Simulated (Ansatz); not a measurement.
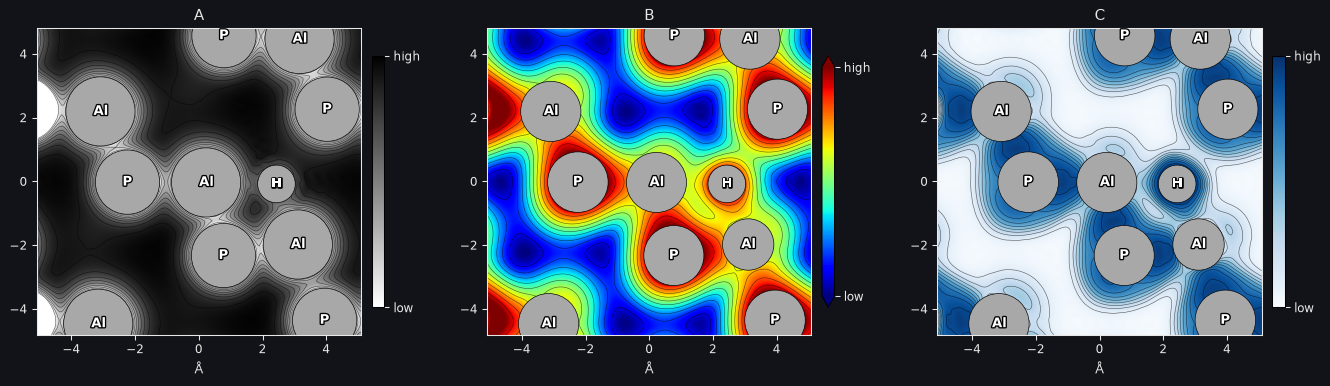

Al₁₆P₁₆H (cell charge −1, with a compensating background) (cell with a defect): 3 fields on the (100) plane of the calculation cell, with unlabelled colour scales. Grey discs cover the atomic cores.

Theory: DFT PBEsol, scalar-relativistic, plane waves, PAW in Ansatz 0.2.0.

> Match the panels to the quantities (electron localisation function, electrostatic potential energy of an electron and valence pseudo-density).

Panel A: electrostatic potential energy of an electron (low next to the atoms, rising into the space between them). Panel B: valence pseudo-density. Panel C: electron localisation function. From the grid: Al–H (2.02 Å): ρ is about 0.23 e/Å³ halfway; the ELF climbs to about 1 towards the hydrogen. Al–P (2.37 Å): ρ is about 0.51 e/Å³ halfway; the ELF peaks at about 0.95 between the atoms (localised, covalent bonding).
